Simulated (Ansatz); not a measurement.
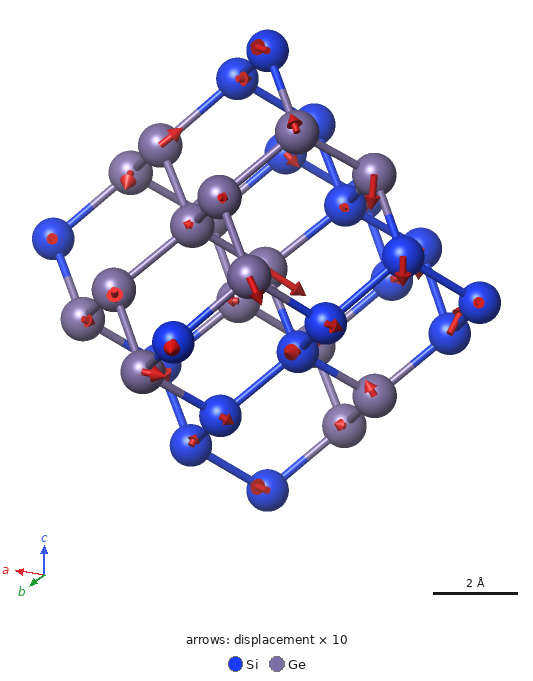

A relaxation of a crystal of Si$_{24}$Ge$_{40}$ (a generated structure, set up in P1). The starting structure is drawn; red arrows show the displacements, magnified 10 times.

The picture is a ball-and-stick view of the atoms within 5.8 Å of the atom that moves most (axes of the cell of the calculation), seen from a free direction.

Computed with DFT, PBEsol, PAW, plane waves in Ansatz. Set-up: plane-wave cutoff 420 eV; k-point mesh 1 × 1 × 1; mesh shifted by (0.25, 0.25, 0.25); no spin polarisation; cell relaxed at fixed shape; force threshold 0.03 eV/Å; at most 80 steps.

> What did the optimiser do to the structure, and how much energy did it gain?

The largest move relative to the cell is that of a Ge atom, 0.12 Å roughly along [−2 −1 −2]. By element the largest moves are Ge 0.12 Å, Si 0.09 Å. The drawn cell changes as follows: a = b = c 11.167 → 11.151 Å (−0.1 %); the volume changes by −0.4 %. Near-neighbour distances that change, for instance: Ge–Ge 2.297 → 2.434 Å, Si–Si 2.485 → 2.377 Å, Si–Si 2.449 → 2.376 Å, Ge–Si 2.338 → 2.408 Å. Bond angles that change, for instance: Ge–Si–Ge 112.2° → 106.6°, Ge–Ge–Ge 112.2° → 107.6°, Ge–Ge–Ge 111.5° → 107.4°. The space group stays P1 (No. 1). After 4 geometry steps the energy has fallen by 17.6 meV per atom. Largest force component: 1.4 eV/Å at the start, 0.016 eV/Å at the end. Pressure: −0.14 GPa at the start and −0.01 GPa at the end. Cost: 4.9 s on 1 × NVIDIA GB200 with 8 threads of Arm Neoverse-V2, peak memory 1.9 GiB.
